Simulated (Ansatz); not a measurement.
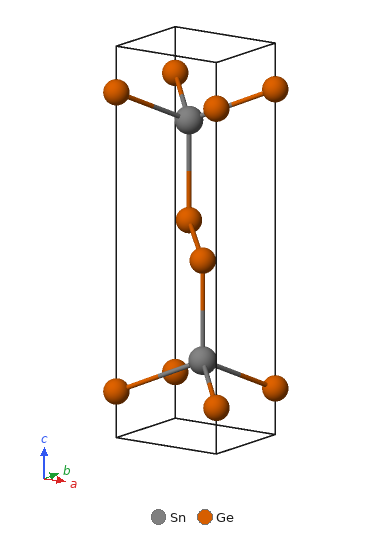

Ball-and-stick representation of a periodic structure, projected slightly off an axis. The parallelepiped is the conventional unit cell. Cell: a = 4.29 Å, b = 4.29 Å, c = 10.55 Å, α = 90.00°, β = 90.00°, γ = 120.00°.

The model was built from a structure type filled with these elements by a generator (whether the compound takes this form wasn't checked). Earlier steps of the study, as a rule a relaxation of our own, may have changed the cell and positions, so they can lie some per cent off the listed ones. It was run through Ansatz as a DFT input.

**Describe the crystal.**

Chemical formula SnGe$_{2}$. Space group: P-3m1 (No. 164). Lattice: primitive hexagonal. One cell contains 2 Sn, 4 Ge, 6 atoms in all. The coordination shell of Sn holds four Ge in a tetrahedral arrangement at about 2.7 Å. Ge takes two kinds of site: 2d with three Ge and one Sn in a tetrahedral arrangement (about 2.6 Å to Ge, 2.7 Å to Sn); 2c with three Sn and one Ge in a distorted tetrahedral arrangement (about 2.7 Å to Sn, 2.5 Å to Ge). The bonds build a three-dimensional framework.

Computational set-up: DFT PBE, scalar-relativistic, plane waves, PAW in Ansatz, plane-wave cutoff 420 eV, a 12×12×4 mesh of k-points, Gaussian smearing of 0.1 eV, no spin polarisation.

**What is the band gap, if any?**

A metal: bands cross the Fermi level.

**What does a Bader analysis give?**

Sn +0.31 e; Ge -0.24 to -0.07 e.

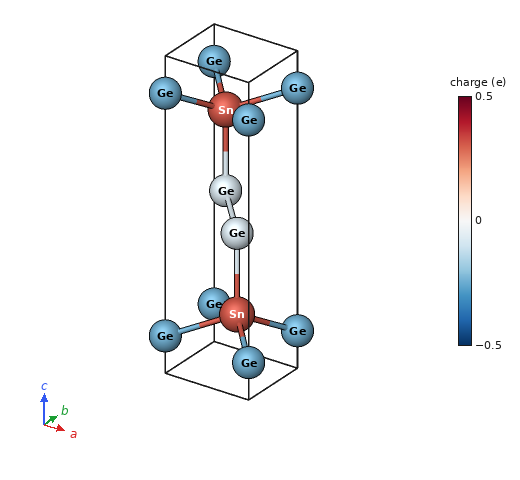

The atoms coloured by those charges. The run's cell of 6 atoms is drawn.

**Is the structure relaxed at this level of theory?**

Yes. The largest force is 0.01 eV/Å. The pressure is 0.0 GPa, close to zero.
